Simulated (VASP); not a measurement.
System: zincblende InP, space group F-43m (No. 216), 2 atoms in the primitive cell; cubic a = 5.861 Å. Starting point: PBEsol, VASP PAW PBE potentials, release 64 (In_d_GW, P_GW), no spin polarisation, no spin-orbit coupling, 5×5×5 k mesh, 450 eV cutoff, Gaussian smearing of 0.01 eV (VASP). Many-body step: G0W0 with cutoff of the response function 150 eV, empty bands 100, GW iterations 1 and frequency points 50.

In PBEsol the smallest gap over these k points is 0.61 eV, with direct gaps of 0.61 eV at Γ, 2.15 eV at (0.20, 0.00, 0.00) and 2.37 eV at (0.40, 0.00, 0.00).

Q: What does G0W0 give?

A: Over the k points that were corrected, the smallest gap goes from 0.61 eV in PBEsol (direct at Γ) to 1.21 eV in G0W0 (direct at Γ), a change of +0.60 eV (+100 %). Counted from the valence top, the lowest empty level moves by +0.60 eV at Γ, +0.61 eV at (0.20, 0.00, 0.00) and +0.61 eV at (0.40, 0.00, 0.00); over the 10 points that were corrected the shifts run from +0.48 to +0.68 eV: a spread of 0.20 eV on a mean of 0.59 eV, so one scissor shift describes this level only roughly. The top filled level also moves against the valence top, by −0.09 eV at (0.40, 0.40, 0.00). Down to 5.7 eV under the top, the filled levels keep their depth under the top to within 0.11 eV.

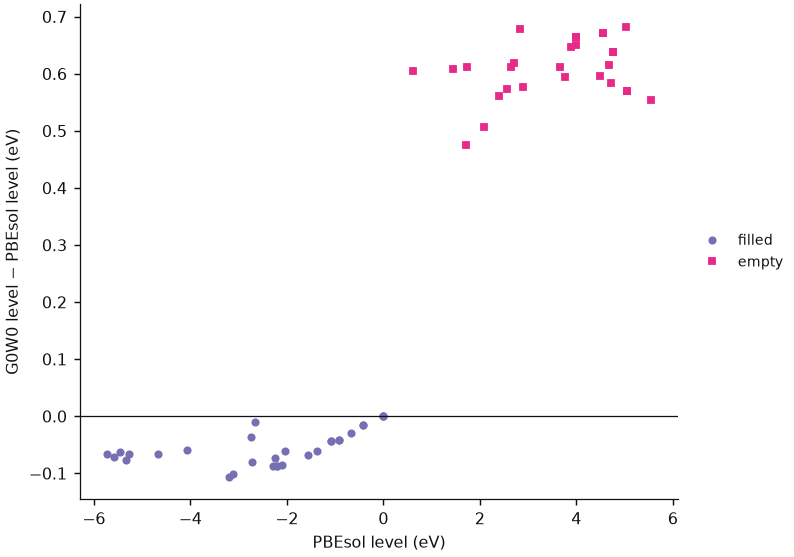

Change of each level from PBEsol to G0W0 against its PBEsol energy, both sets counted from their own valence top. Levels over 8 eV under the top or 5 eV above the conduction bottom aren't drawn.

```csv
k point,PBEsol direct gap (eV),G0W0 direct gap (eV)
Γ,0.61,1.21
"(0.20, 0.00, 0.00)",2.15,2.78
"(0.40, 0.00, 0.00)",2.37,3.01
```

Bands, screening cutoff and mesh are small and nothing is extrapolated, so the quasiparticle values aren't converged. The PAW data sets were made with another functional. Spin-orbit coupling is left out, which matters for In.
